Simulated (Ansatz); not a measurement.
Single-point calculation of Ti16O33 (part 2 of 2)

Continued. System: Ti16O33 (defect cell, 49 atoms in the cell). Method: DFT PBE, scalar-relativistic, plane waves, PAW, spin-polarised (Ansatz 0.2.0); cutoff 420 eV, 2×2×2 k-mesh, Gaussian smearing of 0.05 eV, collinear spins. The structure derives from a Materials Project entry.

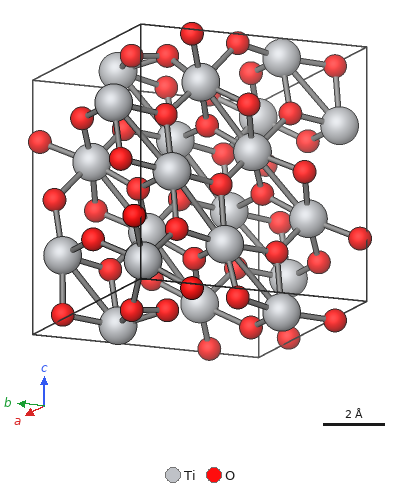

Figure 1. The structure as given in the input (ball-and-stick view of the cell of the calculation, seen at an oblique angle). An atom can appear more than once, as a periodic image.

### What the program printed, continued
```
  k-point 0 ↑: bands = ["-48.0073", "-47.9771", "-47.9585", "-47.9568", "-47.9545", "-47.9497", "-47.9420", "-47.9379", "-47.9370", "-47.9335", "-47.9128", "-47.9118", "-47.8958", "-47.8869", "-47.8632", "-47.7729", "-24.5308", "-24.4933", "-24.4830", "-24.4594", "-24.3639", "-24.3494", "-24.3262", "-24.3104", "-24.3034", "-24.2893", "-24.2820", "-24.2735", "-24.2621", "-24.2588", "-24.2546", "-24.2498", "-24.2450", "-24.2377", "-24.2250", "-24.2135", "-24.2027", "-24.1924", "-24.1818", "-24.1727",
      "-24.1649", "-24.1604", "-24.1514", "-24.1401", "-24.1368", "-24.1352", "-24.1284", "-24.1257", "-24.1224", "-24.1206", "-24.1156", "-24.1115", "-24.1053", "-24.1038", "-24.1023", "-24.0941", "-24.0817", "-24.0679", "-24.0621", "-24.0502", "-24.0295", "-24.0125", "-24.0081", "-23.9933", "-13.1885", "-9.1471", "-8.5779", "-8.5149", "-8.4957", "-8.3654", "-8.3570", "-8.2790", "-8.0518", "-8.0057", "-7.9253", "-7.8760", "-7.8712", "-7.8595", "-7.8472", "-7.8352",
      "-7.8307", "-7.8210", "-7.8104", "-7.8018", "-7.7567", "-7.7471", "-7.7257", "-7.7111", "-7.6770", "-7.6491", "-7.6412", "-7.6286", "-7.6159", "-7.5103", "-7.4047", "-7.3618", "-5.8640", "2.3193", "2.7390", "3.2839", "3.3596", "3.5258", "3.5827", "3.7164", "3.9551", "4.1167", "4.1386", "4.2122", "4.2787", "4.3080", "4.3331", "4.3629", "4.4611", "4.4839", "4.5463", "4.5682", "4.6059", "4.6375", "4.6676", "4.6981",
      "4.7175", "4.7926", "4.8291", "4.9134", "4.9369", "4.9618", "5.0602", "5.0788", "5.1329", "5.1795", "5.2015", "5.2315", "5.2951", "5.3407", "5.3593", "5.4172", "5.4437", "5.4826", "5.5412", "5.6234", "5.6904", "5.7492", "5.8387", "5.9477", "6.0143", "6.0480", "6.0690", "6.1175", "6.1394", "6.1688", "6.2540", "6.2808", "6.3193", "6.3399", "6.3713", "6.5253", "6.5410", "6.5609", "6.5826", "6.6701",
      "6.7016", "6.7476", "6.8619", "6.9059", "6.9416", "6.9968", "7.1183", "7.1345", "7.2059", "7.2362", "7.3250", "7.3598", "7.4158", "7.4294", "7.4869", "7.5011", "7.5152", "7.6165", "7.6481", "7.6786", "7.7228", "7.7662", "7.7852", "7.9474", "8.0254", "8.0498", "8.1166", "8.1313", "8.2202", "8.2611", "8.2887", "8.2974", "8.3420", "8.6664", "8.8306", "10.8487", "10.9087", "10.9667", "11.1475", "11.1815",
      "11.2152", "11.2304", "11.3037", "11.3443", "11.3593", "11.3930", "11.4650", "11.4671", "11.5192", "11.5222", "11.5715", "11.6785", "11.7394"]
  k-point 1 ↑: bands = ["-48.0073", "-47.9748", "-47.9651", "-47.9583", "-47.9494", "-47.9461", "-47.9419", "-47.9396", "-47.9371", "-47.9353", "-47.9140", "-47.9105", "-47.8947", "-47.8873", "-47.8634", "-47.7729", "-24.4925", "-24.4500", "-24.4464", "-24.4432", "-24.4297", "-24.4136", "-24.4055", "-24.3919", "-24.3447", "-24.2950", "-24.2682", "-24.2645", "-24.2452", "-24.2427", "-24.2366", "-24.2328", "-24.2303", "-24.2219", "-24.1842", "-24.1824", "-24.1762", "-24.1704", "-24.1648", "-24.1593",
      "-24.1535", "-24.1501", "-24.1465", "-24.1380", "-24.1360", "-24.1327", "-24.1271", "-24.1252", "-24.1176", "-24.1159", "-24.1134", "-24.1096", "-24.1061", "-24.1036", "-24.0973", "-24.0938", "-24.0925", "-24.0858", "-24.0785", "-24.0741", "-24.0595", "-24.0336", "-24.0091", "-23.9932", "-13.1883", "-8.9651", "-8.8603", "-8.5595", "-8.4580", "-8.2995", "-8.2837", "-8.1853", "-8.1173", "-8.0147", "-8.0049", "-7.9951", "-7.9765", "-7.9589", "-7.9004", "-7.8670",
      "-7.8058", "-7.8004", "-7.7876", "-7.7856", "-7.7624", "-7.6660", "-7.6441", "-7.6342", "-7.6255", "-7.6001", "-7.5847", "-7.5625", "-7.5273", "-7.5170", "-7.4747", "-7.4734", "-5.8654", "2.3304", "2.7578", "3.2721", "3.5042", "3.6726", "3.6806", "3.8647", "3.9707", "4.0108", "4.0462", "4.0550", "4.1986", "4.2432", "4.3656", "4.3679", "4.4131", "4.4436", "4.5116", "4.5434", "4.5617", "4.6005", "4.6124", "4.6211",
      "4.6491", "4.6937", "4.7021", "4.7265", "4.7674", "4.8407", "4.8980", "4.9755", "5.0370", "5.0799", "5.0842", "5.1131", "5.2403", "5.3233", "5.3717", "5.4075", "5.5368", "5.6098", "5.6178", "5.7799", "5.8194", "5.9089", "5.9881", "6.0101", "6.0756", "6.2541", "6.3084", "6.3368", "6.3959", "6.4195", "6.4760", "6.4849", "6.5225", "6.5374", "6.5828", "6.6271", "6.6277", "6.6757", "6.7102", "6.7510",
      "6.7864", "6.8330", "6.8794", "6.8904", "6.9298", "7.0045", "7.1097", "7.1247", "7.1786", "7.1890", "7.2155", "7.2781", "7.3063", "7.3452", "7.3492", "7.4273", "7.4461", "7.5463", "7.5574", "7.5824", "7.6620", "7.7435", "7.7687", "7.8213", "7.8426", "7.9191", "7.9251", "7.9597", "7.9981", "8.0165", "8.0496", "8.2313", "8.5978", "8.6139", "8.8071", "10.9416", "11.1244", "11.1378", "11.1523", "11.2137",
      "11.2394", "11.2695", "11.3017", "11.3218", "11.3871", "11.4473", "11.4544", "11.4929", "11.5461", "11.5835", "11.6260", "11.6374", "11.7014"]
  k-point 2 ↑: bands = ["-48.0073", "-47.9748", "-47.9651", "-47.9583", "-47.9495", "-47.9460", "-47.9418", "-47.9389", "-47.9377", "-47.9354", "-47.9140", "-47.9105", "-47.8947", "-47.8873", "-47.8634", "-47.7729", "-24.4927", "-24.4497", "-24.4464", "-24.4424", "-24.4286", "-24.4141", "-24.4058", "-24.3920", "-24.3447", "-24.2947", "-24.2706", "-24.2644", "-24.2479", "-24.2383", "-24.2377", "-24.2372", "-24.2316", "-24.2230", "-24.1841", "-24.1808", "-24.1745", "-24.1682", "-24.1620", "-24.1603",
      "-24.1576", "-24.1536", "-24.1391", "-24.1356", "-24.1338", "-24.1321", "-24.1275", "-24.1255", "-24.1203", "-24.1163", "-24.1127", "-24.1102", "-24.1040", "-24.0993", "-24.0983", "-24.0939", "-24.0937", "-24.0845", "-24.0829", "-24.0741", "-24.0614", "-24.0344", "-24.0090", "-23.9932", "-13.1882", "-8.9860", "-8.8514", "-8.5497", "-8.4558", "-8.3045", "-8.2847", "-8.1810", "-8.1201", "-8.0147", "-8.0039", "-7.9898", "-7.9715", "-7.9560", "-7.9038", "-7.8721",
      "-7.8049", "-7.7942", "-7.7866", "-7.7729", "-7.7688", "-7.6847", "-7.6400", "-7.6353", "-7.6123", "-7.5911", "-7.5841", "-7.5813", "-7.5282", "-7.5128", "-7.4755", "-7.4739", "-5.8736", "2.3436", "2.7347", "3.2787", "3.5027", "3.6695", "3.6780", "3.8620", "3.9629", "4.0015", "4.0150", "4.0565", "4.1937", "4.2372", "4.3493", "4.3860", "4.4328", "4.4924", "4.5191", "4.5419", "4.5441", "4.5878", "4.6224", "4.6423",
      "4.6603", "4.6841", "4.7239", "4.7752", "4.8081", "4.8747", "4.9132", "4.9695", "5.0297", "5.0709", "5.0788", "5.1022", "5.2345", "5.3050", "5.3554", "5.3964", "5.5875", "5.6177", "5.6549", "5.6960", "5.8573", "5.8978", "5.9327", "6.0413", "6.1381", "6.1710", "6.2633", "6.3039", "6.3053", "6.4515", "6.4771", "6.4893", "6.5052", "6.5365", "6.5838", "6.6185", "6.6468", "6.6644", "6.7109", "6.7543",
      "6.7606", "6.8157", "6.8636", "6.8983", "6.9224", "6.9921", "7.0938", "7.1635", "7.1912", "7.2398", "7.2443", "7.2685", "7.2950", "7.3334", "7.3826", "7.4148", "7.4654", "7.4994", "7.5387", "7.6444", "7.6786", "7.7161", "7.7524", "7.8042", "7.8423", "7.8662", "7.8922", "7.9555", "7.9902", "8.0049", "8.0901", "8.4579", "8.5591", "8.5991", "8.7721", "10.9275", "11.0846", "11.1323", "11.1491", "11.2301",
      "11.2589", "11.3000", "11.3186", "11.3527", "11.3936", "11.4082", "11.4420", "11.5054", "11.5193", "11.5483", "11.6174", "11.6646", "11.6907"]
  k-point 7 ↓: bands = ["-48.0072", "-47.9764", "-47.9577", "-47.9566", "-47.9541", "-47.9509", "-47.9419", "-47.9393", "-47.9363", "-47.9336", "-47.9130", "-47.9119", "-47.8958", "-47.8869", "-47.8632", "-47.7729", "-24.5427", "-24.5017", "-24.4915", "-24.4695", "-24.3677", "-24.3342", "-24.3178", "-24.3003", "-24.2959", "-24.2783", "-24.2703", "-24.2604", "-24.2562", "-24.2390", "-24.2341", "-24.2286", "-24.2215", "-24.2191", "-24.2109", "-24.2038", "-24.2003", "-24.1982", "-24.1932", "-24.1889",
      "-24.1834", "-24.1696", "-24.1632", "-24.1582", "-24.1564", "-24.1467", "-24.1441", "-24.1424", "-24.1280", "-24.1274", "-24.1246", "-24.1122", "-24.1038", "-24.0999", "-24.0993", "-24.0920", "-24.0833", "-24.0639", "-24.0594", "-24.0503", "-24.0291", "-24.0142", "-24.0091", "-24.0019", "-13.1802", "-8.5854", "-8.5183", "-8.4730", "-8.4608", "-8.4243", "-8.3965", "-8.3871", "-8.2987", "-8.1427", "-8.1102", "-8.0842", "-8.0802", "-7.9765", "-7.9442", "-7.9327",
      "-7.7820", "-7.7548", "-7.7466", "-7.7372", "-7.7142", "-7.6836", "-7.6591", "-7.6443", "-7.6217", "-7.6176", "-7.5920", "-7.5598", "-7.5450", "-7.4779", "-7.4441", "-7.4402", "-5.8687", "2.4757", "2.9043", "3.1825", "3.9622", "4.0060", "4.0189", "4.0251", "4.0545", "4.0765", "4.1139", "4.1180", "4.1644", "4.1794", "4.2073", "4.3275", "4.4207", "4.4397", "4.5064", "4.5555", "4.6241", "4.7269", "4.7563", "4.7983",
      "4.8232", "4.8543", "4.8930", "4.9331", "4.9861", "5.0049", "5.0490", "5.0554", "5.1197", "5.2098", "5.3116", "5.3373", "5.4212", "5.4381", "5.5472", "5.5616", "5.6080", "5.6640", "5.6981", "5.7216", "5.7429", "5.7527", "5.8003", "5.8290", "5.8450", "5.9147", "5.9370", "5.9729", "6.0329", "6.0716", "6.1232", "6.1396", "6.1574", "6.2544", "6.3144", "6.3321", "6.4599", "6.4823", "6.5524", "6.5595",
      "6.6079", "6.6275", "6.7590", "6.8886", "6.9008", "6.9308", "6.9874", "7.0442", "7.0905", "7.1581", "7.1799", "7.2419", "7.2910", "7.3200", "7.3504", "7.3607", "7.3872", "7.4797", "7.5172", "7.6462", "7.6610", "7.7220", "7.7446", "7.8242", "7.8559", "7.8977", "7.9689", "8.0705", "8.1321", "8.1699", "8.1865", "8.1996", "8.2756", "8.3615", "8.7054", "10.8960", "10.9482", "10.9722", "10.9959", "11.1191",
      "11.1888", "11.3016", "11.4050", "11.4316", "11.4528", "11.4867", "11.5108", "11.5437", "11.5714", "11.5843", "11.6313", "11.7675", "11.7765"]
--- Löwdin populations: 49 sites ---
  site symbol       q [e]    m [muB]
     0     Ti     10.6266    -0.0000
     1     Ti     10.6521     0.0000
     2     Ti     10.6428     0.0000
     3     Ti     10.6316    -0.0000
     4     Ti     10.6512    -0.0000
     5     Ti     10.6305    -0.0000
     6     Ti     10.6350     0.0000
     7     Ti     10.6423     0.0000
     8     Ti     10.6293     0.0000
     9     Ti     10.6295    -0.0000
    10     Ti     10.6243    -0.0000
    11     Ti     10.6309     0.0000
    12     Ti     10.6468    -0.0000
    13     Ti     10.6255     0.0000
    14     Ti     10.6687     0.0000
    15     Ti     10.6274    -0.0000
    16      O      6.6110    -0.0000
    17      O      6.6497     0.0000
    18      O      6.6517     0.0000
    19      O      6.6131     0.0000
    20      O      6.6403    -0.0000
    21      O      6.6468     0.0000
    22      O      6.6514     0.0000
    23      O      6.6292    -0.0000
    24      O      6.6539     0.0000
    25      O      6.6462     0.0000
    26      O      6.6574     0.0000
    27      O      6.6402    -0.0000
    28      O      6.6557    -0.0000
    29      O      6.6296     0.0000
    30      O      6.6541     0.0000
    31      O      6.6669    -0.0000
    32      O      6.6467     0.0000
    33      O      6.6419    -0.0000
    34      O      6.6538    -0.0000
    35      O      6.6532     0.0000
    36      O      6.6188     0.0000
    37      O      6.6527     0.0000
    38      O      6.6416    -0.0000
    39      O      6.6392     0.0000
    40      O      6.6447     0.0000
    41      O      6.3121    -0.0000
    42      O      6.6356    -0.0000
    43      O      6.6133     0.0000
    44      O      6.6414     0.0000
    45      O      6.6382    -0.0000
    46      O      6.6350    -0.0000
    47      O      6.6481     0.0000
    48      O      6.2939    -0.0000
  spilling = 0.003328 (of n_electrons = 390.000000)
--- Band densities, each state counted as filled ---
  window                                       electrons  max residual (eV)  cut levels
  e_range: [-1.61, -1]               4.375000 + 4.375000             2.8e-6           0
  e_range: [1, 1.61]                 9.875000 + 9.875000             1.8e-6           0
```

### Results in brief

| quantity | value |
| --- | --- |
| outcome | converged |
| electrons treated | 390 |
| free energy | −58781.3564 eV |
| Fermi energy | 9.840 eV |
| gap on the k-point mesh | 2.02 eV |
| net moment of the cell | 0.00 μB |
| integrated absolute moment | 0.00 μB |
| largest force (length of the vector) | 0.046 eV/Å |
| wall time | 5.7 min (CPU time 23 min) |
| peak memory | 3.6 GiB |
